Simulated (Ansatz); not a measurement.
Input file:

```
crystal:
  lattice:
    - [3.080751554, 0.0, 0.0]
    - [0.0, 7.5462693316, 0.0]
    - [0.0, 0.0, 10.6720364341]
  atoms:
    - { symbol: Si, position: [0.0, 0.0, 0.0] }
    - { symbol: Si, position: [0.0, 0.3333333333, 0.3333333333] }
    - { symbol: C, position: [0.5, 0.75, 0.25] }
    - { symbol: Si, position: [0.0, 0.6666666667, 0.1666666667] }
    - { symbol: C, position: [0.5, 0.0833333333, 0.0833333333] }
    - { symbol: C, position: [0.5, 0.4166666667, 0.4166666667] }
    - { symbol: Si, position: [0.5, 0.0, 0.25] }
    - { symbol: C, position: [1.0, 0.75, 0.0] }
    - { symbol: C, position: [0.0, 0.0833333333, 0.3333333333] }
    - { symbol: Si, position: [0.5, 0.3333333333, 0.0833333333] }
    - { symbol: Si, position: [0.5, 0.6666666667, 0.4166666667] }
    - { symbol: C, position: [0.0, 0.4166666667, 0.1666666667] }
    - { symbol: C, position: [1.0, 1.0, 0.5] }
    - { symbol: C, position: [0.0, 0.3333333333, 0.8333333333] }
    - { symbol: Si, position: [0.5, 0.75, 0.75] }
    - { symbol: C, position: [0.0, 0.6666666667, 0.6666666667] }
    - { symbol: Si, position: [0.5, 0.0833333333, 0.5833333333] }
    - { symbol: Si, position: [0.5, 0.4166666667, 0.9166666667] }
    - { symbol: C, position: [0.5, 0.0, 0.75] }
    - { symbol: Si, position: [1.0, 0.75, 0.5] }
    - { symbol: Si, position: [0.0, 0.0833333333, 0.8333333333] }
    - { symbol: C, position: [0.5, 0.3333333333, 0.5833333333] }
    - { symbol: C, position: [0.5, 0.6666666667, 0.9166666667] }
    - { symbol: Si, position: [0.0, 0.4166666667, 0.6666666667] }
basis:
  ecutwfc: 420
kpoints:
  mp_grid: { grid: [10, 4, 3] }
hamiltonian:
  xc: pbesol
scf:
  occupations: { method: gaussian, width: 0.05 }
output:
  forces: true
  stress: true
  eigenvalues: true
  populations: true
  write_density: true
  write_potential: true
  elf: true
  volumetric_format: npy
relax:
  adjacent_minimum: "off"
  f_tol: 0.02
  max_steps: 45
  cell: { fix: [a, b, alpha, beta, gamma], stress_tol: 0.1 }
```

Run with:

```sh
ansatz run input.yaml --threads 4 --pin off --max-ram 11264MiB --backend cpu --events-out ev --progress --plain --runs-dir out
```

The fields are those of the relaxed geometry.

These are results of DFT PBEsol, scalar-relativistic, plane waves, PAW in Ansatz 0.2.0, not measurements.

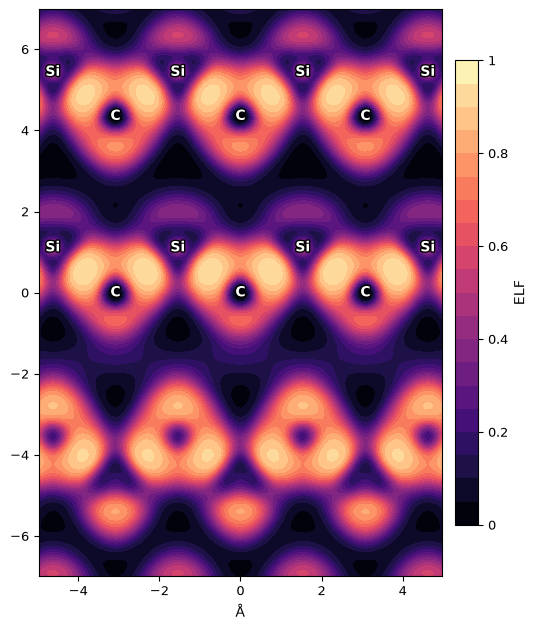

SiC (interface cell). Electron localisation function on the (011̄) plane of the calculation cell.

Core electrons are frozen (PAW), and the valence fields are smoothed inside the atomic spheres.

### What does the map show?

The plane passes through C and Si nuclei.
Atoms just off the plane (C, 0.3 Å away and Si, 0.3 Å away) can leave unmarked features too.
Si–C (1.90 Å): the ELF peaks at about 0.95 between the atoms.

### Metal or insulator at this level of theory?

It is gapless in this calculation (a metal or semimetal).
